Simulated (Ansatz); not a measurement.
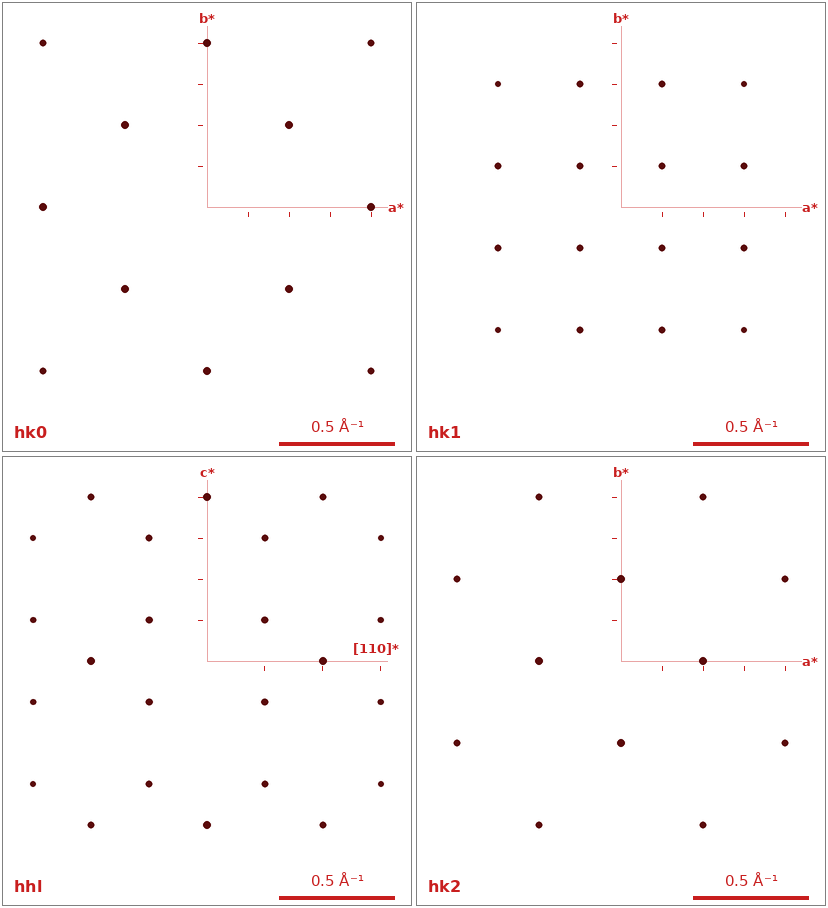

Four undistorted layers of reciprocal space, calculated for a single crystal (X-rays, kinematic |F|², B = 0.5 Å²). Tick marks count the reciprocal lattice steps of the conventional cell along each axis.

The compound is Os. Structure: the input geometry of an electronic-structure calculation (not necessarily at equilibrium); the starting structure was generated, so it need not be a known form of this composition.

Q: What cell do the layers give?

A: a* = 0.179, b* = 0.179, c* = 0.179 Å⁻¹; the cell is cubic with a = 5.58 Å.

Q: List the systematic absences.

A: Reflections are present only under these conditions. hkl: h + k = 2n, h + l = 2n; hk0: h = 2n, h + k = 4n; hhl: h + l = 2n; h00: h = 4n. The lattice is face-centred (F). Further gaps, such as 2 2 2, 4 4 2, come from atoms on special positions, not from the group's general conditions.

Q: Which space groups fit?

A: The intensities have Laue symmetry m-3m (the hk0 layer shows 4mm, hk1 shows 4mm). With these conditions only Fd-3m (No. 227) fits.
